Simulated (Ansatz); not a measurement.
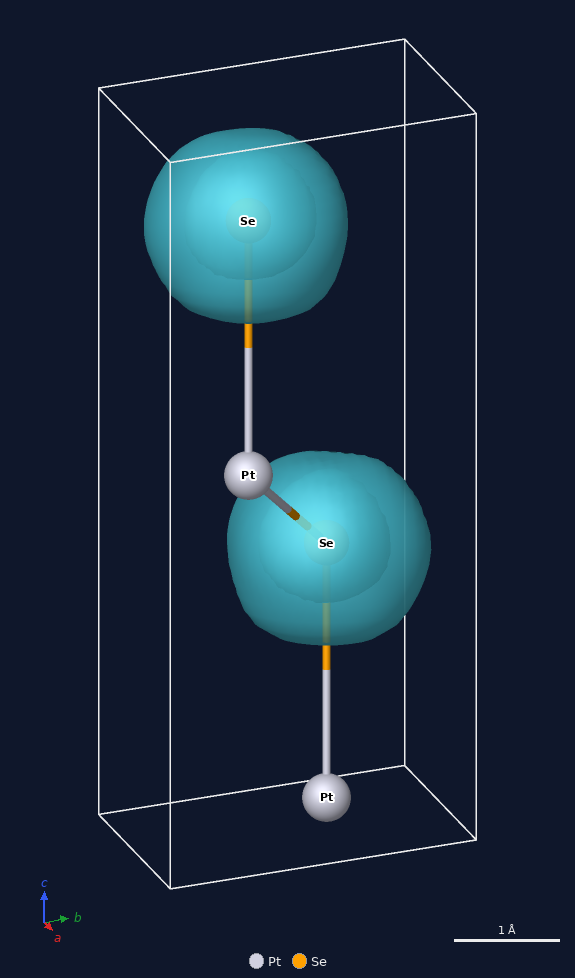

Figure 1: PtSe. Isosurface of the electron localisation function at 0.7 (cyan), seen slightly off an axis. Core shells and regions of very low density are left out. Sticks mark near contacts.

Space group P6₃mc.

Method: DFT, PBE, PAW with Ansatz's default frozen-core files, scalar-relativistic (Ansatz).

Core electrons are frozen (PAW), and the valence fields are smoothed inside the atomic spheres.

**Describe the localisation domains.**

The ELF exceeds this value in two regions wrapped around Se (the valence shell of each), counted in one cell of 4 atoms. Any copies at cell faces, edges or corners count once. Profiles from the grid: Pt–Se (2.46 Å): the ELF is about 0.40 at the midpoint.
